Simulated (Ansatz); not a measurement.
# Two runs on CoSi2

System: CoSi2 (I4/mmm, 3 atoms in the cell).
Method of the first run: DFT, PBEsol, all-electron LAPW, scalar-relativistic, spin-polarised (Ansatz 0.2.0).

The structure derives from an entry of the Crystallography Open Database. Text and figures count atoms from 1; the logs count them from 0 in places.

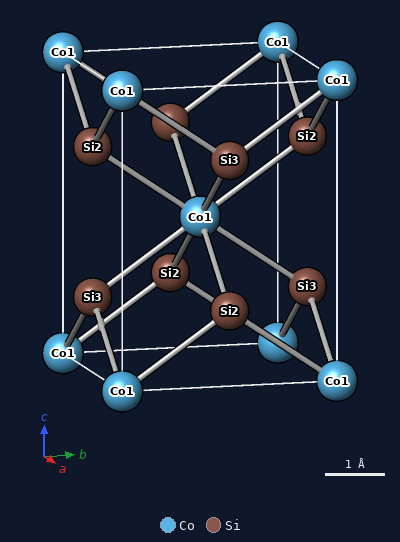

**Figure 1.** The structure (ball-and-stick view of the cell 2 times as large as that of the calculation, set on its symmetry axes, seen slightly off an axis; atoms are numbered from 1 in the order of the input). An atom can appear more than once, as a periodic image. Near neighbours in the periodic cell (some may lie outside the picture): Co has 8 Si at 2.30 Å; Si has 4 Co at 2.30 Å.

## The input, the first run
```yaml
crystal:
  lattice:
    - [0.0, 2.6825, 2.602025]
    - [2.6825, 0.0, 2.602025]
    - [2.6825, 2.6825, 0.0]
  atoms:
    - { symbol: Co, position: [0.0, 0.0, 0.0], spin: 2.0 }
    - { symbol: Si, position: [0.25, 0.25, 0.25] }
    - { symbol: Si, position: [0.75, 0.75, 0.75] }
magnetization:
  spin_polarized: true
kpoints:
  mp_grid: { grid: [11, 11, 11] }
  band_path:
    path:
      - [0.0, 0.0, 0.0]
      - [0.0, 0.5, 0.5]
      - [0.25, 0.75, 0.5]
      - [0.0, 0.5, 0.0]
      - [0.0, 0.0, 0.0]
      - [0.5, 0.5, 0.0]
      - [0.3828515251, 0.6171484749, 0.0]
      - [-0.3828515251, 0.3828515251, 0.0]
      - [0.0, 0.0, 0.0]
    npoints: 5
scf:
  occupations: { method: fermi_dirac, width: 0.05 }
hamiltonian:
  xc: pbesol
  pseudopotentials: { kind: all_electron, lapw: { basis_error: 0.001 } }
output:
  forces: true
  stress: true
  eigenvalues: true
```

Launched with:
```bash
ansatz run input.yaml --threads 1 --pin off --max-ram 6144MiB --backend cpu --events-out ev --progress --plain --runs-dir out
```

Hardware: 1 thread of Intel Xeon (Granite Rapids), 64 GiB of memory available, shared host.

## Output, shortened to warnings, some set-up lines, iterations and results (the first run)
```
WARN: the starting moments were not kept: the SCF closed with an absolute magnetisation of 9.3e-8 μB, where they sum to 2 μB in size (1 site). That is at most 0.1 of that sum. Measured as dr2_m measures the in/out step, that magnetisation stands 8.7e-16 eV from none, at or under the dr2_threshold of 1.0e-7 eV: it is no larger than a step whose dr2_m would equal this threshold. The system may hold …
Basis set: ecut = 305.69492043898276 eV, 459 PW (Γ), exchange–correlation at level 2
Symmetry: 16 space group operations
k-points: 126 of 1331
Initial density: superposition of atomic densities (chi_scale 0.1, normalization cell)
[...]
SCF iter   1: F=—  HF=-53643.071359 eV  |F-HF|=—  |Δ(HF+E_count)|=         —  Δρ=7.16e-2 (↑3.35e-2 ↓7.16e-2)  dr2=2.28e0  dr2_m=7.62e-1  M=0.168 μB ∫|m|=0.304 μB  β_m=0.30  …
SCF iter   2: F=—  HF=-53642.704697 eV  |F-HF|=—  |Δ(HF+E_count)|=   3.67e-1  Δρ=5.03e-2 (↑2.69e-2 ↓5.03e-2)  dr2=1.10e0  dr2_m=4.06e-1  M=0.125 μB ∫|m|=0.250 μB  β_m=0.64  …
SCF iter   3: F=—  HF=-53643.394662 eV  |F-HF|=—  |Δ(HF+E_count)|=   6.90e-1  Δρ=3.17e-2 (↑2.19e-2 ↓3.17e-2)  dr2=1.77e0  dr2_m=1.03e-2  M=0.016 μB ∫|m|=0.064 μB  β_m=0.46  …
SCF iter   4: F=—  HF=-53642.086753 eV  |F-HF|=—  |Δ(HF+E_count)|=    1.31e0  Δρ=5.10e-3 (↑5.10e-3 ↓4.83e-3)  dr2=5.82e-2  dr2_m=1.47e-4  M=-0.000 μB ∫|m|=0.035 μB  β_m=0.73  …
SCF iter   5: F=—  HF=-53642.094661 eV  |F-HF|=—  |Δ(HF+E_count)|=         —  Δρ=2.78e-3 (↑2.78e-3 ↓2.62e-3)  dr2=1.93e-2  dr2_m=2.68e-5  M=-0.001 μB ∫|m|=0.010 μB  β_m=0.87  …
SCF iter   6: F=—  HF=-53642.093070 eV  |F-HF|=—  |Δ(HF+E_count)|=   1.59e-3  Δρ=1.16e-3 (↑1.16e-3 ↓1.08e-3)  dr2=3.76e-3  dr2_m=1.22e-6  M=-0.001 μB ∫|m|=0.003 μB  β_m=0.93  …
SCF iter   7: F=—  HF=-53642.092374 eV  |F-HF|=—  |Δ(HF+E_count)|=   6.96e-4  Δρ=3.39e-4 (↑3.39e-4 ↓2.68e-4)  dr2=2.42e-4  dr2_m=1.16e-6  M=-0.000 μB ∫|m|=0.001 μB  β_m=0.94  …
SCF iter   8: F=—  HF=-53642.092351 eV  |F-HF|=—  |Δ(HF+E_count)|=   2.28e-5  Δρ=7.92e-5 (↑7.01e-5 ↓7.92e-5)  dr2=1.22e-5  dr2_m=2.15e-8  M=0.000 μB ∫|m|=0.000 μB  β_m=0.93  …
SCF iter   9: F=—  HF=-53642.092352 eV  |F-HF|=—  |Δ(HF+E_count)|=   6.67e-7  Δρ=3.25e-5 (↑3.25e-5 ↓2.52e-5)  dr2=1.95e-6  dr2_m=8.07e-9  M=0.000 μB ∫|m|=0.000 μB  β_m=0.97  …
SCF iter  10: F=—  HF=-53642.092351 eV  |F-HF|=—  |Δ(HF+E_count)|=   3.48e-7  Δρ=4.15e-6 (↑4.15e-6 ↓2.94e-6)  dr2=2.18e-8  dr2_m=4.37e-10  M=-0.000 μB ∫|m|=0.000 μB  β_m=0.98 …
SCF iter  11: F=—  HF=-53642.092351 eV  |F-HF|=—  |Δ(HF+E_count)|=   4.35e-9  Δρ=7.60e-7 (↑7.60e-7 ↓7.53e-7)  dr2=4.90e-10  dr2_m=2.01e-11  M=-0.000 μB ∫|m|=0.000 μB  …
SCF iter  12: F=—  HF=-53642.092351 eV  |F-HF|=—  |Δ(HF+E_count)|=  2.26e-10  Δρ=1.82e-7 (↑1.72e-7 ↓1.82e-7)  dr2=3.00e-11  dr2_m=5.68e-13  M=-0.000 μB ∫|m|=0.000 μB  …
SCF iter  13: F=-53642.092351 eV  HF=-53642.092351 eV  |F-HF|=2.33e-10  |Δ(HF+E_count)|=  7.28e-12  Δρ=1.61e-7 (↑1.58e-7 ↓1.61e-7)  dr2=5.72e-11  dr2_m=2.01e-15  M=-0.000 μB …
SCF 1 converged in 13 iterations: F = -53642.092351 eV  dr2 = 5.72e-11
WARN: the starting moments were not kept: the SCF closed with an absolute magnetisation of 9.3e-8 μB, where they sum to 2 μB in size (1 site). That is at most 0.1 of that sum. Measured as dr2_m measures the in/out step, that magnetisation stands 8.7e-16 eV from none, at or under the dr2_threshold …
NSCF: frozen V_eff on 41 k-points
SCF converged after 13 iterations
Magnetization: -0.0000 μB (20.5000 up, 20.5000 down)
Absolute magnetization: 0.0000 μB (∫|ρ↑−ρ↓|)
Spin contamination: 0.0000 ħ² per cell (⟨S²⟩ above its minimum at these occupations)
Per-site moments (μB) at R_I (Å): [(-5.15034663806091e-8, 1.2489665244697123), (3.4178384566985187e-9, 1.0511501013747193), (3.4178384566985187e-9, 1.0511501013747193)]
Free energy (F): -53642.092351 eV
Harris-Foulkes:  -53642.092351 eV  (|F-HF|=2.33e-10)
Internal energy: -53642.084088 eV  (E = F + TS)
E sigma→0 (E₀):  -53642.088220 eV
Entropy (-TS):   -0.008264 eV (-2.755 meV/atom)
Fermi energy:    14.621248 eV
--- Per-component energies (eV) ---
  E_band       = -1622.474249
  E_kinetic    = 54241.505113
  E_xc         = -2702.174726
  E_electrostatic = -105181.414474  (all electrons and nuclei)
  E_smearing   = -0.008264  (= −TS)
  E_closure    = 0.000000  (closes the sum)
[...]
```

For the second run the input was changed thus:
```diff
-    - [0.0, 2.6825, 2.602025]
-    - [2.6825, 0.0, 2.602025]
+    - [0.0, 2.6825, 2.73615]
+    - [2.6825, 0.0, 2.73615]
-      - [0.3828515251, 0.6171484749, 0.0]
-      - [-0.3828515251, 0.3828515251, 0.0]
+      - [0.3701460977, 0.6298539023, 0.0]
+      - [-0.3701460977, 0.3701460977, 0.0]
```

How does the second run compare with the first run?

With the same functional and potentials, the second run lies 16.0 meV per atom higher. The pressure goes from 0.22 to −8.57 GPa. The volume per atom goes from 12.48 to 13.13 Å³. The number of SCF iterations is the same.

## Output, shortened to warnings, some set-up lines, iterations and results (the second run)
```
WARN: the starting moments were not kept: the SCF closed with an absolute magnetisation of 2.1e-7 μB, where they sum to 2 μB in size (1 site). That is at most 0.1 of that sum. Measured as dr2_m measures the in/out step, that magnetisation stands 1.8e-15 eV from none, at or under the dr2_threshold of 1.0e-7 eV: it is no larger than a step whose dr2_m would equal this threshold. The system may hold …
Basis set: ecut = 293.04983740453946 eV, 459 PW (Γ), exchange–correlation at level 2
Symmetry: 16 space group operations
k-points: 126 of 1331
Initial density: superposition of atomic densities (chi_scale 0.1, normalization cell)
[...]
SCF iter   1: F=—  HF=-53642.967797 eV  |F-HF|=—  |Δ(HF+E_count)|=         —  Δρ=6.79e-2 (↑3.13e-2 ↓6.79e-2)  dr2=2.25e0  dr2_m=7.11e-1  M=0.182 μB ∫|m|=0.326 μB  β_m=0.30  …
SCF iter   2: F=—  HF=-53642.635353 eV  |F-HF|=—  |Δ(HF+E_count)|=   3.32e-1  Δρ=4.74e-2 (↑2.54e-2 ↓4.74e-2)  dr2=1.04e0  dr2_m=3.81e-1  M=0.136 μB ∫|m|=0.268 μB  β_m=0.63  …
SCF iter   3: F=—  HF=-53643.470692 eV  |F-HF|=—  |Δ(HF+E_count)|=   8.35e-1  Δρ=3.22e-2 (↑2.17e-2 ↓3.22e-2)  dr2=1.93e0  dr2_m=1.24e-2  M=0.021 μB ∫|m|=0.073 μB  β_m=0.46  …
SCF iter   4: F=—  HF=-53642.034479 eV  |F-HF|=—  |Δ(HF+E_count)|=    1.44e0  Δρ=4.78e-3 (↑4.78e-3 ↓4.52e-3)  dr2=5.34e-2  dr2_m=1.47e-4  M=0.001 μB ∫|m|=0.039 μB  β_m=0.73  …
SCF iter   5: F=—  HF=-53642.046008 eV  |F-HF|=—  |Δ(HF+E_count)|=         —  Δρ=2.63e-3 (↑2.63e-3 ↓2.47e-3)  dr2=1.85e-2  dr2_m=2.68e-5  M=-0.001 μB ∫|m|=0.012 μB  β_m=0.86  …
SCF iter   6: F=—  HF=-53642.044959 eV  |F-HF|=—  |Δ(HF+E_count)|=   1.05e-3  Δρ=1.19e-3 (↑1.19e-3 ↓1.09e-3)  dr2=4.23e-3  dr2_m=1.82e-6  M=-0.000 μB ∫|m|=0.002 μB  β_m=0.93  …
SCF iter   7: F=—  HF=-53642.044237 eV  |F-HF|=—  |Δ(HF+E_count)|=   7.21e-4  Δρ=3.36e-4 (↑3.36e-4 ↓2.88e-4)  dr2=2.89e-4  dr2_m=5.49e-7  M=-0.000 μB ∫|m|=0.001 μB  β_m=0.93  …
SCF iter   8: F=—  HF=-53642.044202 eV  |F-HF|=—  |Δ(HF+E_count)|=   3.53e-5  Δρ=8.84e-5 (↑7.87e-5 ↓8.84e-5)  dr2=1.67e-5  dr2_m=2.53e-8  M=-0.000 μB ∫|m|=0.000 μB  β_m=0.94  …
SCF iter   9: F=—  HF=-53642.044205 eV  |F-HF|=—  |Δ(HF+E_count)|=   2.37e-6  Δρ=3.18e-5 (↑3.18e-5 ↓2.94e-5)  dr2=2.42e-6  dr2_m=1.02e-9  M=0.000 μB ∫|m|=0.000 μB  β_m=0.97  …
SCF iter  10: F=—  HF=-53642.044204 eV  |F-HF|=—  |Δ(HF+E_count)|=   4.56e-7  Δρ=4.93e-6 (↑4.93e-6 ↓3.51e-6)  dr2=3.26e-8  dr2_m=7.46e-10  M=0.000 μB ∫|m|=0.000 μB  β_m=0.99  …
SCF iter  11: F=—  HF=-53642.044204 eV  |F-HF|=—  |Δ(HF+E_count)|=   1.18e-8  Δρ=8.23e-7 (↑8.23e-7 ↓7.62e-7)  dr2=5.80e-10  dr2_m=3.13e-11  M=-0.000 μB ∫|m|=0.000 μB  …
SCF iter  12: F=—  HF=-53642.044204 eV  |F-HF|=—  |Δ(HF+E_count)|=  1.53e-10  Δρ=1.56e-7 (↑1.52e-7 ↓1.56e-7)  dr2=2.43e-11  dr2_m=4.25e-13  M=-0.000 μB ∫|m|=0.000 μB  …
SCF iter  13: F=-53642.044204 eV  HF=-53642.044204 eV  |F-HF|=3.64e-11  |Δ(HF+E_count)|=    0.00e0  Δρ=8.89e-8 (↑8.58e-8 ↓8.89e-8)  dr2=1.47e-11  dr2_m=2.13e-14  M=-0.000 μB …
SCF 1 converged in 13 iterations: F = -53642.044204 eV  dr2 = 1.47e-11
WARN: the starting moments were not kept: the SCF closed with an absolute magnetisation of 2.1e-7 μB, where they sum to 2 μB in size (1 site). That is at most 0.1 of that sum. Measured as dr2_m measures the in/out step, that magnetisation stands 1.8e-15 eV from none, at or under the dr2_threshold …
NSCF: frozen V_eff on 41 k-points
SCF converged after 13 iterations
Magnetization: -0.0000 μB (20.5000 up, 20.5000 down)
Absolute magnetization: 0.0000 μB (∫|ρ↑−ρ↓|)
Spin contamination: 0.0000 ħ² per cell (⟨S²⟩ above its minimum at these occupations)
Per-site moments (μB) at R_I (Å): [(-1.3181299607367691e-8, 1.271705851459444), (-2.173303048635944e-8, 1.0669972437666764), (-2.173303048635944e-8, 1.0669972437666764)]
Free energy (F): -53642.044204 eV
Harris-Foulkes:  -53642.044204 eV  (|F-HF|=3.64e-11)
Internal energy: -53642.035510 eV  (E = F + TS)
E sigma→0 (E₀):  -53642.039857 eV
Entropy (-TS):   -0.008694 eV (-2.898 meV/atom)
Fermi energy:    13.745430 eV
--- Per-component energies (eV) ---
  E_band       = -1656.791888
  E_kinetic    = 54235.082380
  E_xc         = -2700.410578
  E_electrostatic = -105176.707312  (all electrons and nuclei)
  E_smearing   = -0.008694  (= −TS)
  E_closure    = 0.000000  (closes the sum)
[...]
```

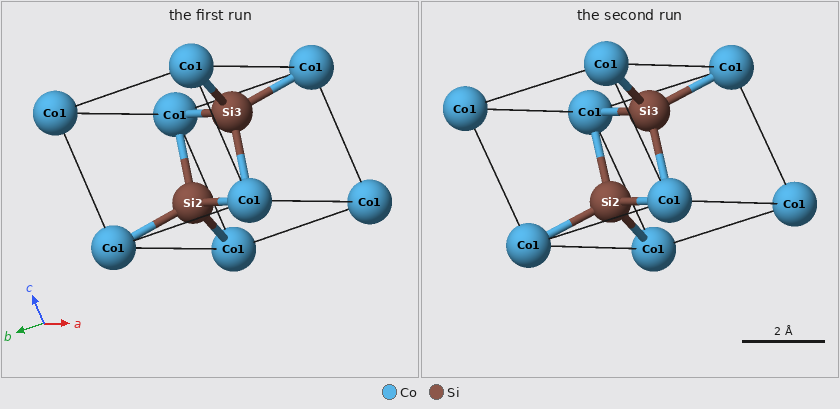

**Figure 2.** The two input geometries at one scale (ball-and-stick view of the reduced cell, seen at an oblique angle). No atom moves by more than 0.005 Å relative to the cell. The drawn cell changes as follows: a = b = c 3.737 → 3.832 Å (+2.5 %), α 91.7° → 88.9°, β 119.0° → 120.7°, γ 119.0° → 120.7°; the volume changes by +5.2 %. Among the contacts that change: Co1–Si2 2.300 → 2.339 Å.

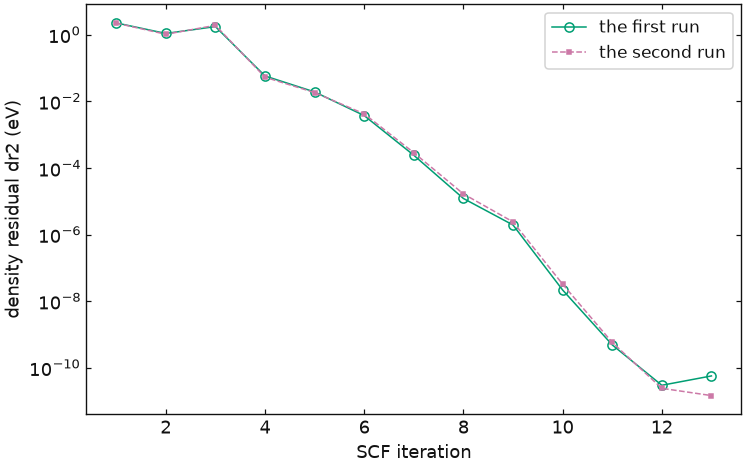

**Figure 3.** Convergence of the two runs: density residual dr2 against the SCF iteration. The first run takes 13 iterations in all, and the second run takes 13.

## The two runs side by side

| quantity | the first run | the second run |
| --- | --- | --- |
| outcome | converged | converged |
| free energy per atom (eV) | −17880.6975 | −17880.6814 |
| energy per atom, smearing taken to zero (eV) | −17880.6961 | −17880.6800 |
| net moment of the cell (μB) | 0.00 | 0.00 |
| absolute moment of the cell (μB) | 0.00 | 0.00 |
| pressure (GPa) | 0.22 | −8.57 |
| volume per atom (Å³) | 12.48 | 13.13 |
| largest force (eV/Å) | 0.000 | 0.000 |
| SCF iterations | 13 | 13 |
| irreducible k-points | 126 | 126 |
| plane waves at Γ | 459 | 459 |
| wall time (shared host) | 55 s | 52 s |

For both runs: Warnings: some starting moments were not kept. For the second run: The cell is under a tension of 8.6 GPa at this level, so it is not at its equilibrium volume.
